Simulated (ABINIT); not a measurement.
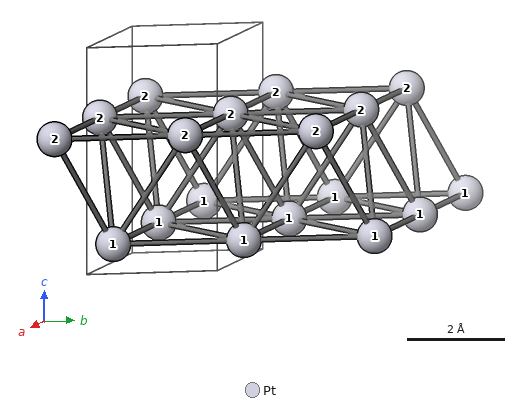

**Figure 1.** The structure as given in the input (ball-and-stick view of the cell of the calculation, repeated 3 × 3 × 1, seen slightly off an axis; atoms are numbered from 1 in the order of the input). An atom can appear more than once, as a periodic image.

Positron calculation of Pt (part 1 of 2)

System: Pt (P6₃/mmc, 2 atoms in the cell).
Method: Kohn-Sham DFT of a periodic cell, LDA, JTH PAW LDA v2.0, no spin polarisation (ABINIT 10.8.3).

The structure derives from a Materials Project entry.

### What the program printed
```
.Version 10.8.3 of ABINIT
 DATASET    1 : space group P6_3/m m c (#194); Bravais hP (primitive hexag.)
================================================================================
 Values of the parameters that define the memory need for DATASET  1.
     intxc =       0    ionmov =       0      iscf =      17    lmnmax =      18
     lnmax =       6     mgfft =      30  mpssoang =       3    mqgrid =    3001
     natom =       2  nloc_mem =       2    nspden =       1   nspinor =       1
    nsppol =       1      nsym =      24    n1xccc =       1    ntypat =       1
    occopt =       7   xclevel =       1
       mpw =         434          nfft =        9720          nkpt =          30
 PAW method is used; the additional fine FFT grid is defined by:
   mgfftf=        40    nfftf =     23040
================================================================================
================================================================================

 DATASET    2 : space group P6_3/m m c (#194); Bravais hP (primitive hexag.)
================================================================================
 Values of the parameters that define the memory need for DATASET  2.
     intxc =       0    ionmov =       0      iscf =      17    lmnmax =      18
     lnmax =       6     mgfft =      30  mpssoang =       3    mqgrid =    3001
     natom =       2  nloc_mem =       2    nspden =       1   nspinor =       1
    nsppol =       1      nsym =      24    n1xccc =       1    ntypat =       1
    occopt =       2   xclevel =       1
       mpw =         203          nfft =        9720          nkpt =           1
 PAW method is used; the additional fine FFT grid is defined by:
   mgfftf=        40    nfftf =     23040
================================================================================
================================================================================

--------------------------------------------------------------------------------
------------- Echo of variables that govern the present computation ------------
--------------------------------------------------------------------------------
 -outvars: echo values of preprocessed input variables --------
            acell      1.0000000000E+00  1.0000000000E+00  1.0000000000E+00 Bohr
              amu      1.95080000E+02
             ecut      1.20000000E+01 Hartree
           getden1          0
           getden2          1
              ixc           7
           jdtset        1    2
           kptopt1          1
           kptopt2          0
         kptrlatt        8    0    0      0    8    0      0    0    4
          kptrlen1     3.62232833E+01
          kptrlen2     3.00000000E+01
            natom           2
            nband1         14
            nband2          1
           ndtset           2
            ngfft          18      18      30
          ngfftdg          24      24      40
             nkpt1         30
             nkpt2          1
            nline1          4
            nline2         10
           nnsclo1          0
           nnsclo2          2
            nstep          80
             nsym          24
           ntypat           1
           occopt1          7
           occopt2          2
        optforces1          2
        optforces2          0
        optstress1          1
        optstress2          0
        pawecutdg      2.40000000E+01 Hartree
         positron1          0
         positron2          1
           prtden1          1
           prtden2          0
        prtebands           0
           prteig           0
            prtwf           0
            rprim      5.2169019355E+00  0.0000000000E+00  0.0000000000E+00
                      -2.6084509678E+00  4.5179696052E+00  0.0000000000E+00
                       0.0000000000E+00  0.0000000000E+00  9.0558208125E+00
           shiftk1     0.00000000E+00  0.00000000E+00  0.00000000E+00
           shiftk2     5.00000000E-01  5.00000000E-01  5.00000000E-01
          spgroup         194
           toldfe1     0.00000000E+00 Hartree
           toldfe2     1.00000000E-07 Hartree
           tolvrs1     1.00000000E-10
           tolvrs2     0.00000000E+00
           tsmear1     4.99790782E-03 Hartree
           tsmear2     1.00000000E-02 Hartree
            typat      1  1
           useylm           1
           xangst     -1.7639253727E-11  1.5938710353E+00  1.1980334992E+00
                       1.3803328069E+00  7.9693551767E-01  3.5941004976E+00
            xcart     -3.3333358609E-11  3.0119797368E+00  2.2639552031E+00
                       2.6084509677E+00  1.5059898684E+00  6.7918656094E+00
             xred      3.3333333333E-01  6.6666666667E-01  2.5000000000E-01
                       6.6666666667E-01  3.3333333333E-01  7.5000000000E-01
            znucl       78.00000

================================================================================

 chkinp: Checking input parameters for consistency, jdtset=   1.

 chkinp: Checking input parameters for consistency, jdtset=   2.

================================================================================
== DATASET  1 ==================================================================

--- !DatasetInfo
iteration_state: {dtset: 1, }
dimensions: {natom: 2, nkpt: 30, mband: 14, nsppol: 1, nspinor: 1, nspden: 1, mpw: 434, }
cutoff_energies: {ecut:  12.0, pawecutdg:  24.0, }
electrons: {nelect:   2.00000000E+01, charge:   0.00000000E+00, occopt:   7.00000000E+00, tsmear:   4.99790782E-03, }
meta: {optdriver: 0, ionmov: 0, optcell: 0, iscf: 17, paral_kgb: 0, }
...

 Exchange-correlation functional for the present dataset will be:
  LDA: Perdew-Wang 92 LSD fit to Ceperley-Alder data - ixc=7
  J.P.Perdew and Y.Wang, PRB 45, 13244 (1992)

 Real(R)+Recip(G) space primitive vectors, cartesian coordinates (Bohr,Bohr^-1):
 R(1)=  5.2169019  0.0000000  0.0000000  G(1)=  0.1916846  0.1106692  0.0000000
 R(2)= -2.6084510  4.5179696  0.0000000  G(2)=  0.0000000  0.2213384  0.0000000
 R(3)=  0.0000000  0.0000000  9.0558208  G(3)=  0.0000000  0.0000000  0.1104262
 Unit cell volume ucvol=  2.1344393E+02 bohr^3
 Angles (23,13,12)=  9.00000000E+01  9.00000000E+01  1.20000000E+02 degrees

 Coarse grid specifications (used for wave-functions):

 getcut: wavevector=  0.0000  0.0000  0.0000  ngfft=  18  18  30
         ecut(hartree)=     12.000   => boxcut(ratio)=   2.12441

 Fine grid specifications (used for densities):

 getcut: wavevector=  0.0000  0.0000  0.0000  ngfft=  24  24  40
         ecut(hartree)=     24.000   => boxcut(ratio)=   2.00291

--- Pseudopotential description ------------------------------------------------
- pspini: atom type   1  psp file is ./Pt.LDA_PW-JTH.xml
 Pseudopotential format is: paw10
 basis_size (lnmax)=  6 (lmn_size= 18), orbitals=   0   0   1   1   2   2
 Spheres core radius: rc_sph= 2.51621648
 Shapefunction is SIN type: shapef(r)=[sin(pi*r/rshp)/(pi*r/rshp)]**2
 Radius for shape functions =  2.25451594
 Compensation charge density is not taken into account in XC energy/potential

   1.22711567E+03                                ecore*ucvol(ha*bohr**3)
--------------------------------------------------------------------------------

================================================================================

--- !BeginCycle
iteration_state: {dtset: 1, }
solver: {iscf: 17, nstep: 80, nline: 4, wfoptalg: 10, }
tolerances: {tolvrs: 1.00E-10, }
...

     iter   Etot(hartree)      deltaE(h)  residm     nres2
 ETOT  1  -54.193586180425    -5.419E+01 3.593E-01 9.478E+00
 ETOT  2  -54.441921522913    -2.483E-01 2.728E-02 5.865E+00
 ETOT  3  -54.366839803161     7.508E-02 7.819E-03 7.312E-01
 ETOT  4  -54.366455318051     3.845E-04 4.257E-03 2.397E-01
 ETOT  5  -54.364561576210     1.894E-03 2.523E-03 5.338E-02
 ETOT  6  -54.364388223951     1.734E-04 3.060E-03 2.043E-03
 ETOT  7  -54.364453614083    -6.539E-05 2.949E-03 1.944E-04
 ETOT  8  -54.364454642412    -1.028E-06 1.798E-03 2.918E-05
 ETOT  9  -54.364454617945     2.447E-08 1.217E-03 1.459E-05
 ETOT 10  -54.364454756737    -1.388E-07 5.730E-04 3.632E-06
 ETOT 11  -54.364454732545     2.419E-08 3.471E-04 5.843E-08
 ETOT 12  -54.364454739819    -7.274E-09 1.476E-04 1.520E-07
 ETOT 13  -54.364454738632     1.187E-09 8.832E-05 2.046E-08
 ETOT 14  -54.364454738553     7.934E-11 3.631E-05 3.424E-09
 ETOT 15  -54.364454738565    -1.254E-11 4.355E-05 9.272E-12

 At SCF step   15       nres2   =  9.27E-12 < tolvrs=  1.00E-10 =>converged.

 Cartesian components of stress tensor (hartree/bohr^3)
  sigma(1 1)=  5.69661611E-04  sigma(3 2)=  0.00000000E+00
  sigma(2 2)=  5.69661610E-04  sigma(3 1)=  0.00000000E+00
  sigma(3 3)=  6.62551089E-04  sigma(2 1)=  3.04387438E-13

--- !ResultsGS
iteration_state: {dtset: 1, }
comment   : Summary of ground state results
lattice_vectors:
- [  5.2169019,   0.0000000,   0.0000000, ]
- [ -2.6084510,   4.5179696,   0.0000000, ]
- [  0.0000000,   0.0000000,   9.0558208, ]
lattice_lengths: [   5.21690,    5.21690,    9.05582, ]
lattice_angles: [ 90.000,  90.000, 120.000, ] # degrees, (23, 13, 12)
lattice_volume:   2.1344393E+02
convergence: {deltae: -1.254E-11, res2:  9.272E-12, residm:  4.355E-05, diffor: null, }
etotal    :  -5.43644547E+01
entropy   :   0.00000000E+00
fermie    :   3.10546079E-01
cartesian_stress_tensor: # hartree/bohr^3
- [  5.69661611E-04,   3.04387438E-13,   0.00000000E+00, ]
- [  3.04387438E-13,   5.69661610E-04,   0.00000000E+00, ]
- [  0.00000000E+00,   0.00000000E+00,   6.62551089E-04, ]
pressure_GPa:  -1.7671E+01
xred      :
- [  3.3333E-01,   6.6667E-01,   2.5000E-01, Pt]
- [  6.6667E-01,   3.3333E-01,   7.5000E-01, Pt]
cartesian_forces: # hartree/bohr
- [  0.00000000E+00,   0.00000000E+00,  -0.00000000E+00, ]
- [  0.00000000E+00,   0.00000000E+00,  -0.00000000E+00, ]
force_length_stats: {min:   0.00000000E+00, max:   0.00000000E+00, mean:   0.00000000E+00, }
...

 Integrated electronic density in atomic spheres:
 ------------------------------------------------
 Atom  Sphere_radius  Integrated_density
    1        2.51622          8.54633568
    2        2.51622          8.54633568

================================================================================

 ----iterations are completed or convergence reached----

 Mean square residual over all n,k,spin=   29.679E-08; max=  43.555E-06
 reduced coordinates (array xred) for    2 atoms
       0.333333333333      0.666666666667      0.250000000000
       0.666666666667      0.333333333333      0.750000000000
 rms dE/dt=  1.9432E-29; max dE/dt=  3.3658E-29; dE/dt below (all hartree)
    1       0.000000000000      0.000000000000      0.000000000000
    2       0.000000000000      0.000000000000      0.000000000000

 cartesian coordinates (angstrom) at end:
    1     -0.00000000001764     1.59387103533488     1.19803349918626
    2      1.38033280694592     0.79693551766744     3.59410049755879

 cartesian forces (hartree/bohr) at end:
    1      0.00000000000000     0.00000000000000    -0.00000000000000
    2      0.00000000000000     0.00000000000000    -0.00000000000000
 frms,max,avg= 0.0000000E+00 0.0000000E+00   0.000E+00  0.000E+00  0.000E+00 h/b

 cartesian forces (eV/Angstrom) at end:
    1      0.00000000000000     0.00000000000000    -0.00000000000000
    2      0.00000000000000     0.00000000000000    -0.00000000000000
 frms,max,avg= 0.0000000E+00 0.0000000E+00   0.000E+00  0.000E+00  0.000E+00 e/A
 length scales=  1.000000000000  1.000000000000  1.000000000000 bohr
              =  0.529177210544  0.529177210544  0.529177210544 angstroms
 Fermi (or HOMO) energy (hartree) =   0.31055   Average Vxc (hartree)=  -0.45294
 Eigenvalues (hartree) for nkpt=  30  k points:
 kpt#   1, nband= 14, wtk=  0.00391, kpt=  0.0000  0.0000  0.0000 (reduced coord)
  -0.04780    0.05142    0.16688    0.18624    0.18624    0.19967    0.19967    0.24588
   0.24588    0.28328    0.30407    0.30407    0.48085    0.89067
      occupation numbers for kpt#   1
   2.00000    2.00000    2.00000    2.00000    2.00000    2.00000    2.00000    2.00000
   2.00000    2.00000    1.93330    1.93330    0.00000    0.00000
 prteigrs : prtvol=0 or 1, do not print more k-points.
```
